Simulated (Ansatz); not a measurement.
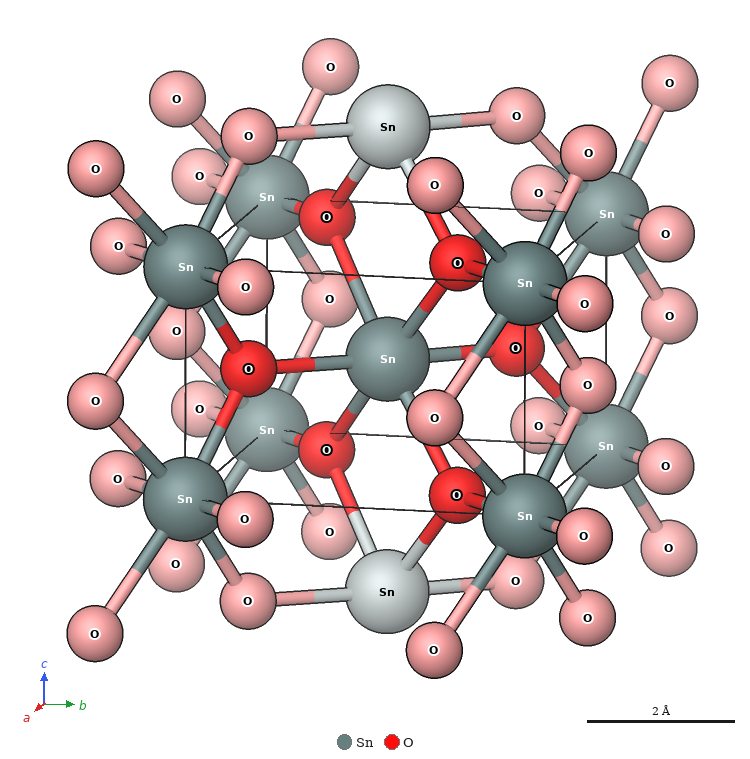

This ball-and-stick model is shown slightly off an axis. The wireframe shows the unit cell. Bonded neighbours in the next cells are drawn too, in fainter colours.

The cell is given by a = 4.839 Å, b = 4.780 Å, c = 3.235 Å, α = 89.89°, β = 90.51°, γ = 89.07°.

### What is the formula unit?

SnO2. The cell holds 2 Sn, 4 O, counting shared atoms by their share.

### Describe the environment of the O atoms.

Three Sn at about 1.7 to 2.4 Å.

### What are the neighbours of Sn?

Six O in a distorted octahedral arrangement at about 1.7 to 2.4 Å.

### What is the topology of the bonding, in broad terms?

The bonds build a three-dimensional framework.

It goes back to a structure type known for this compound. The cell was then strained or its atoms displaced on purpose. Ansatz was used for an electronic-structure calculation on it.

At this level of theory the run's own cell isn't at rest (compressed, at 16 GPa and forces up to 13.5 eV/Å), so its distances can differ from those at equilibrium, the more so the softer the solid.
